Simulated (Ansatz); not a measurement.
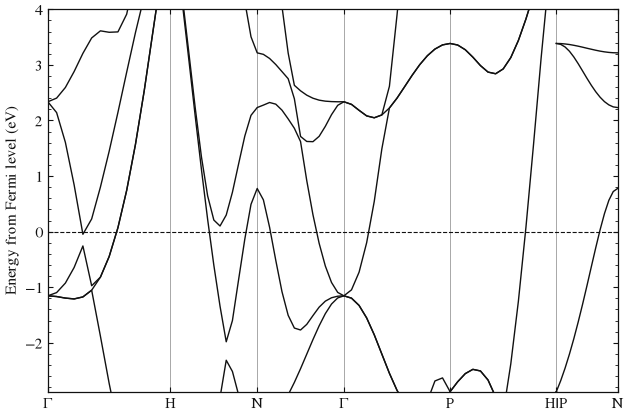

Band structure. Energies are counted from the Fermi level.

Question: Which Bravais lattice do the labels of the path belong to?

Answer: A body-centred cubic lattice: the path Γ–H–N–Γ–P–H|P–N runs through the special points of its Brillouin zone.

Calculation on bcc W, space group Im-3m (No. 229), 1 atom in the primitive cell; cubic a = 3.165 Å.

Method: PBE, Ansatz PAW, no spin polarisation, no spin-orbit coupling, 12×12×12 k mesh, 420 eV cutoff, Fermi-Dirac smearing of 0.05 eV (Ansatz).

Question: Is there a gap at the Fermi level?

Answer: A metal: bands cross the Fermi level along this path.

Spin-orbit coupling is left out, which matters for W. The cell is at 6 GPa in this functional. Bands are joined in order of energy, so crossings between the computed points show as kinks or gaps.
